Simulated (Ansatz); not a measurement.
## MoS₂: a failed or faulty run and its cure

System: MoS₂ (P6₃/mmc, 6 atoms in the cell).
Method of the first run: DFT, PBE, dispersion d3bj, plane waves, PAW, Ueff = -5 eV on Mo d, no spin polarisation (Ansatz 0.2.0).

The structure derives from an entry of the Crystallography Open Database. Some settings of this run were made unusual or wrong on purpose. Text and figures count atoms from 1; the logs count them from 0 in places.

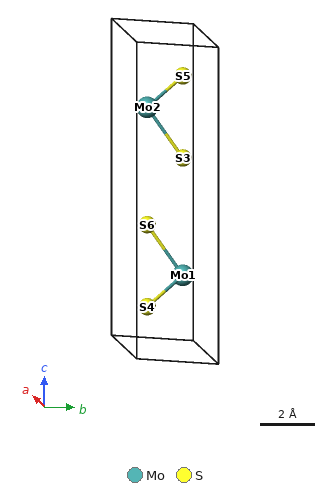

Fig. 1: The structure as given in the input (ball-and-stick view of the cell of the calculation, seen at an oblique angle; atoms are numbered from 1 in the order of the input). An atom can appear more than once, as a periodic image. Near neighbours in the periodic cell (some may lie outside the picture): Mo has 6 S at 2.43 Å; S has 3 Mo at 2.43 Å.

**Input, the first run**
```yaml
crystal:
  lattice:
    - [3.1493511256, 0.0, 0.0]
    - [-1.5746755628, 2.7274180802, 0.0]
    - [0.0, 0.0, 12.4534765005]
  atoms:
    - { symbol: Mo, position: [0.3333333333, 0.6666666667, 0.25] }
    - { symbol: Mo, position: [0.6666666667, 0.3333333333, 0.75] }
    - { symbol: S, position: [0.3333333333, 0.6666666667, 0.6204905688] }
    - { symbol: S, position: [0.6666666667, 0.3333333333, 0.1204905688] }
    - { symbol: S, position: [0.3333333333, 0.6666666667, 0.8795094312] }
    - { symbol: S, position: [0.6666666667, 0.3333333333, 0.3795094312] }
basis:
  ecutwfc: 420
kpoints:
  mp_grid: { grid: [12, 12, 4] }
hamiltonian:
  xc: pbe
  dispersion: d3bj
  hubbard: { sites: [{ species: Mo, l: d, u_eff: -5.0 }] }
scf:
  occupations: { method: gaussian, width: 0.05 }
  max_iter: 80
output:
  forces: true
  eigenvalues: true
  stress: true
```

Launched with:
```bash
ansatz run input.yaml --threads 2 --pin off --max-ram 5120MiB --backend cpu --events-out ev --progress --plain --runs-dir out
```

Hardware: 2 threads of Intel Xeon @ 2.50GHz (Skylake/Cascade Lake), 16 GiB of memory available, shared host.

**Output, shortened to warnings, some set-up lines, iterations and results (the first run)**
```
Basis set: ecut = 420 eV, 2057 PW (Γ), exchange–correlation on 48×48×180 points (8 copies of the dense FFT grid, shifted against one another)
Symmetry: 24 space group operations
k-points: 57 of 576
Initial density: superposition of atomic densities (chi_scale 0.1, normalization cell, long waves of neutral atoms under a Hubbard term (reshape's long-wave potential 0.08 eV rms, cloud 2.59 Å wide))
[...]
SCF iter   1: F=—  HF=-13542.016727 eV  |F-HF|=—  |Δ(HF+E_count)|=         —  Δρ=6.14e-2  dr2=5.04e0  ethr=3.10e-3  ⟨swp⟩=6.6  Hψ=7984  notcnv=0
SCF iter   2: F=—  HF=-13540.852562 eV  |F-HF|=—  |Δ(HF+E_count)|=    1.16e0  Δρ=2.61e-2  dr2=2.03e0  ethr=3.10e-3  ⟨swp⟩=2.5  Hψ=3829  notcnv=0  defer=84
SCF iter   3: F=—  HF=-13540.543172 eV  |F-HF|=—  |Δ(HF+E_count)|=   3.09e-1  Δρ=1.79e-2  dr2=4.14e-1  ethr=3.10e-3  ⟨swp⟩=2.1  Hψ=2706  notcnv=0  defer=84
SCF iter   4: F=—  HF=-13540.437935 eV  |F-HF|=—  |Δ(HF+E_count)|=   1.05e-1  Δρ=3.91e-3  dr2=2.53e-2  ethr=7.96e-4  ⟨swp⟩=2.1  Hψ=3278  notcnv=0  defer=81
SCF iter   5: F=—  HF=-13540.438694 eV  |F-HF|=—  |Δ(HF+E_count)|=   7.59e-4  Δρ=9.06e-4  dr2=1.39e-3  ethr=4.87e-5  ⟨swp⟩=2.4  Hψ=2536  notcnv=0  defer=81
SCF iter   6: F=—  HF=-13540.439628 eV  |F-HF|=—  |Δ(HF+E_count)|=   9.34e-4  Δρ=4.59e-4  dr2=1.89e-4  ethr=2.68e-6  ⟨swp⟩=2.0  Hψ=2623  notcnv=0  defer=81
SCF iter   7: F=—  HF=-13540.439722 eV  |F-HF|=—  |Δ(HF+E_count)|=   9.34e-5  Δρ=1.31e-4  dr2=1.93e-5  ethr=3.63e-7  ⟨swp⟩=2.0  Hψ=2667  notcnv=0  defer=81
SCF iter   8: F=—  HF=-13540.439750 eV  |F-HF|=—  |Δ(HF+E_count)|=   2.80e-5  Δρ=3.01e-5  dr2=1.08e-6  ethr=3.72e-8  ⟨swp⟩=2.0  Hψ=2751  notcnv=0  defer=81
SCF iter   9: F=—  HF=-13540.439752 eV  |F-HF|=—  |Δ(HF+E_count)|=   2.47e-6  Δρ=8.32e-6  dr2=1.07e-7  ethr=2.08e-9  ⟨swp⟩=2.0  Hψ=2715  notcnv=0  defer=81
SCF iter  10: F=-13540.439752 eV  HF=-13540.439752 eV  |F-HF|=1.01e-9  |Δ(HF+E_count)|=   1.08e-7  Δρ=1.13e-6  dr2=1.94e-9  ethr=1.92e-10  ⟨swp⟩=9.4  Hψ=7698  notcnv=0
SCF 1 converged in 10 iterations: F = -13540.439752 eV  dr2 = 1.94e-9
SCF converged after 10 iterations
Free energy (F): -13540.439752 eV
Harris-Foulkes:  -13540.439752 eV  (|F-HF|=1.01e-9)
Internal energy: -13540.439752 eV  (E = F + TS)
E sigma→0 (E₀):  -13540.439752 eV
Fermi energy:    11.309319 eV
--- Per-component energies (eV) ---
  E_band       = -308.070014
  E_kinetic    = 1308.742325
  E_local      = -3872.516191  (includes V_loc(G=0)·N_el)
  E_nonlocal   = 398.023479
  E_hartree    = 1485.958673
  E_xc         = -756.074972
  E_vxc        = -808.800393  (∫ρ·V_xc dr)
  E_hubbard    = -12.442518  (on-site DFT+U / exact-exchange correction)
  E_vhub       = 0.865919  (the Hubbard potential's part of the band-sum identity)
  E_paw        = -8802.740077  (= ΣΔE_a)
  E_vpaw       = -306.300944  (= ΣTr[D̂ρ^β])
  E_aug_tail   = 0.000087  (compensation charges beyond the density's cutoff)
  E_ewald      = -3286.843727
  E_disp       = -2.546833  (pairwise vdW)
  E_smearing   = -0.000000  (= −TS)
  E_closure    = 0.000000  (closes the sum)
  Σ components = -13540.439752   (vs F -13540.439752, Δ=0.00e0)
--- Forces (eV/Å), atoms counted from 1 ---
  atom   1  Mo     0.00000000    -0.00000000     0.00000000
  atom   2  Mo    -0.00000000     0.00000000     0.00000000
  atom   3  S      0.00000000     0.00000000     0.77861398
  atom   4  S     -0.00000000    -0.00000000     0.77861398
  atom   5  S      0.00000000     0.00000000    -0.77861398
  atom   6  S     -0.00000000    -0.00000000    -0.77861398
  max |Σ_I F_I| component: 2.22e-16 eV/Å
--- Stress (GPa, compression-positive) ---
       -2.572552       0.000000       0.000000
        0.000000      -2.572552       0.000000
        0.000000       0.000000      -8.370304
  P = ⅓ Tr σ = -4.5051 GPa (-45.051 kbar)
Occupation matrices written to [file]
```

### What went wrong, and how is the input to be mended?

The input was spoiled on purpose: an enormous or negative U (`hamiltonian.hubbard`). Such a U drives the occupations to unphysical values. The run converged all the same; its numbers are those of the faulty input and shouldn't be used.

A run of the same system that converges differs from this input as follows (lines with − go, lines with + come):
```diff
-  hubbard: { sites: [{ species: Mo, l: d, u_eff: -5.0 }] }
-  max_iter: 80
```

**Output, shortened to warnings, some set-up lines, iterations and results (the second run)**
```
Basis set: ecut = 420 eV, 2057 PW (Γ), exchange–correlation on 48×48×180 points (8 copies of the dense FFT grid, shifted against one another)
Symmetry: 24 space group operations
k-points: 57 of 576
Initial density: superposition of atomic densities (neutral atoms: chi_scale 0, normalization atom), corrected by the library's trained network
[...]
SCF iter   1: F=—  HF=-13527.998758 eV  |F-HF|=—  |Δ(HF+E_count)|=         —  Δρ=5.52e-3  dr2=9.73e-3  ethr=1.77e-3  ⟨swp⟩=6.6  Hψ=7866  notcnv=0
SCF iter   2: F=—  HF=-13528.007520 eV  |F-HF|=—  |Δ(HF+E_count)|=   8.76e-3  Δρ=3.14e-3  dr2=2.71e-3  ethr=1.87e-5  ⟨swp⟩=2.0  Hψ=3315  notcnv=0
SCF iter   3: F=—  HF=-13528.011890 eV  |F-HF|=—  |Δ(HF+E_count)|=   4.37e-3  Δρ=1.16e-3  dr2=1.55e-3  ethr=5.22e-6  ⟨swp⟩=2.0  Hψ=2537  notcnv=0
SCF iter   4: F=—  HF=-13528.012170 eV  |F-HF|=—  |Δ(HF+E_count)|=   2.80e-4  Δρ=1.07e-4  dr2=1.06e-5  ethr=2.97e-6  ⟨swp⟩=2.1  Hψ=2368  notcnv=0
SCF iter   5: F=—  HF=-13528.012274 eV  |F-HF|=—  |Δ(HF+E_count)|=   1.04e-4  Δρ=2.45e-5  dr2=5.42e-7  ethr=2.04e-8  ⟨swp⟩=2.1  Hψ=2739  notcnv=0
SCF iter   6: F=—  HF=-13528.012275 eV  |F-HF|=—  |Δ(HF+E_count)|=   4.29e-7  Δρ=8.50e-6  dr2=1.67e-7  ethr=1.92e-10  ⟨swp⟩=8.4  Hψ=8206  notcnv=0
SCF iter   7: F=-13528.012275 eV  HF=-13528.012275 eV  |F-HF|=7.97e-10  |Δ(HF+E_count)|=   4.01e-8  Δρ=1.55e-6  dr2=5.87e-9  ethr=1.92e-10  ⟨swp⟩=4.0  Hψ=5820  notcnv=0
SCF 1 converged in 7 iterations: F = -13528.012275 eV  dr2 = 5.87e-9
SCF converged after 7 iterations
Free energy (F): -13528.012275 eV
Harris-Foulkes:  -13528.012275 eV  (|F-HF|=7.97e-10)
Internal energy: -13528.012275 eV  (E = F + TS)
E sigma→0 (E₀):  -13528.012275 eV
Fermi energy:    11.193497 eV
--- Per-component energies (eV) ---
  E_band       = -308.241406
  E_kinetic    = 1308.874108
  E_local      = -3873.470214  (includes V_loc(G=0)·N_el)
  E_nonlocal   = 398.153568
  E_hartree    = 1486.689671
  E_xc         = -756.079684
  E_vxc        = -808.806843  (∫ρ·V_xc dr)
  E_paw        = -8802.789253  (= ΣΔE_a)
  E_vpaw       = -306.367646  (= ΣTr[D̂ρ^β])
  E_aug_tail   = 0.000087  (compensation charges beyond the density's cutoff)
  E_ewald      = -3286.843727
  E_disp       = -2.546833  (pairwise vdW)
  E_smearing   = -0.000000  (= −TS)
  E_closure    = -0.000000  (closes the sum)
  Σ components = -13528.012275   (vs F -13528.012275, Δ=0.00e0)
--- Forces (eV/Å), atoms counted from 1 ---
  atom   1  Mo     0.00000000    -0.00000000     0.00000000
  atom   2  Mo    -0.00000000     0.00000000     0.00000000
  atom   3  S      0.00000000     0.00000000     0.79680958
  atom   4  S      0.00000000    -0.00000000     0.79680958
  atom   5  S      0.00000000     0.00000000    -0.79680958
  atom   6  S      0.00000000    -0.00000000    -0.79680958
  max |Σ_I F_I| component: 9.25e-18 eV/Å
--- Stress (GPa, compression-positive) ---
       -2.661872       0.000000       0.000000
       -0.000000      -2.661872       0.000000
        0.000000       0.000000      -8.598338
  P = ⅓ Tr σ = -4.6407 GPa (-46.407 kbar)
```

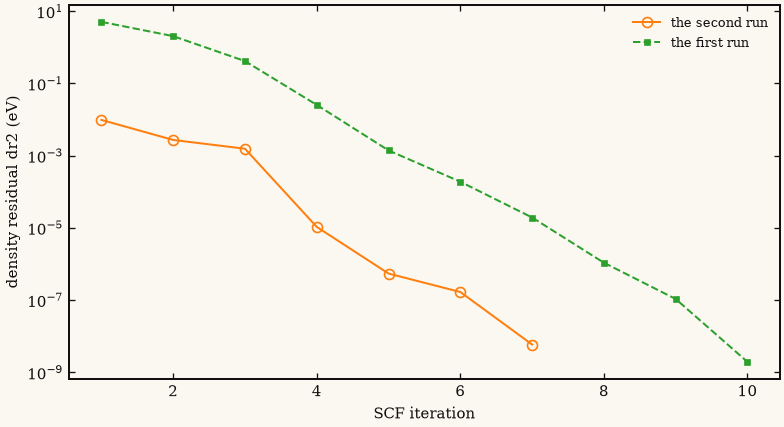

Fig. 2: Convergence of the two runs: density residual dr2 against the SCF iteration. The second run takes 7 iterations in all, and the first run takes 10.

**The two runs side by side**

| quantity | the first run | the second run |
| --- | --- | --- |
| outcome | converged | converged |
| free energy per atom (eV) | −2256.7400 | −2254.6687 |
| gap on the mesh (eV) | 0.85 | 0.91 |
| pressure (GPa) | −4.51 | −4.64 |
| largest force (eV/Å) | 0.779 | 0.797 |
| SCF iterations | 10 | 7 |
| irreducible k-points | 57 | 57 |
| plane waves at Γ | 2057 | 2057 |
| wall time (shared host) | 7.4 s | 5 s |

The total energies belong to different models, so their difference says nothing on which is more stable or more accurate. The gap on the mesh goes from 0.85 to 0.91 eV. U penalises partly filled orbitals: filled states of the shell move down and empty ones up, so the larger U gives the wider gap. The SCF takes 7 iterations against 10. On the same kind of shared host the second run took about 0.67 times as long. The two runs start from different initial densities, which also moves the count.
